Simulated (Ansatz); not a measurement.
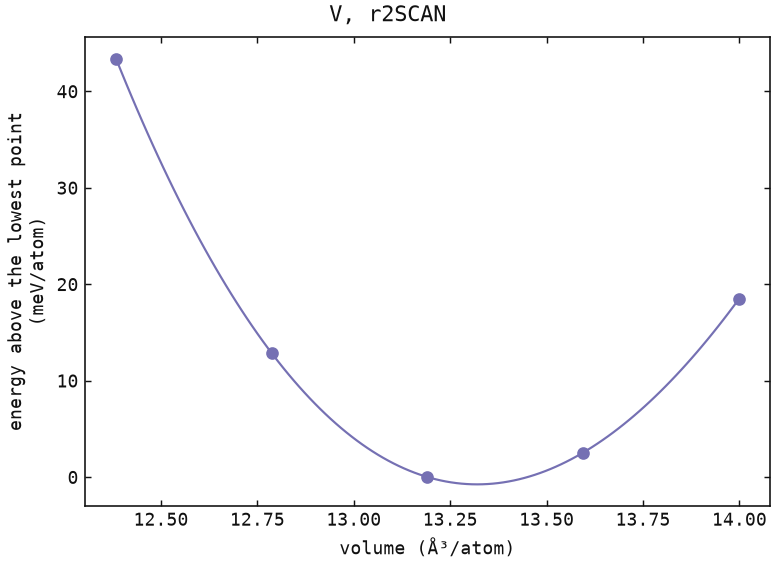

Plotted: energy above the lowest point against volume for V, space group Im-3m (No. 229) (one of a set of cubic test structures, which need not be the stable phase).

Calculation (Ansatz 0.2.0 development build): equation of state of a cubic crystal from periodic Kohn-Sham density functional theory without spin, third-order Birch-Murnaghan fit to the free energies; pressure corrected for the finite basis. Level: r2SCAN.

- structure type: bcc
- atoms in cell: 1
- space group number: 229
- lattice centring: body-centred primitive
- k mesh: 16×16×16
- occupation method: Fermi–Dirac
- occupation width: 0.1 eV
- wave cutoff: 500 eV
- datasets: soft-1 PAW
- density tolerance: 1e−07 eV
- bands: 11
- density cutoff ratio: 4
- search for lower states: default

### What equilibrium volume and bulk modulus follow from the curve?

A third-order Birch–Murnaghan fit gives V0 = 13.32 Å³/atom, B0 = 192 GPa and B′ = 3.6.

The computed values:

```tsv
volume (Å³/atom)	energy above the lowest point (meV/atom)
12.38	43.4
12.79	12.8
13.19	0.0
13.59	2.5
14.00	18.4
```
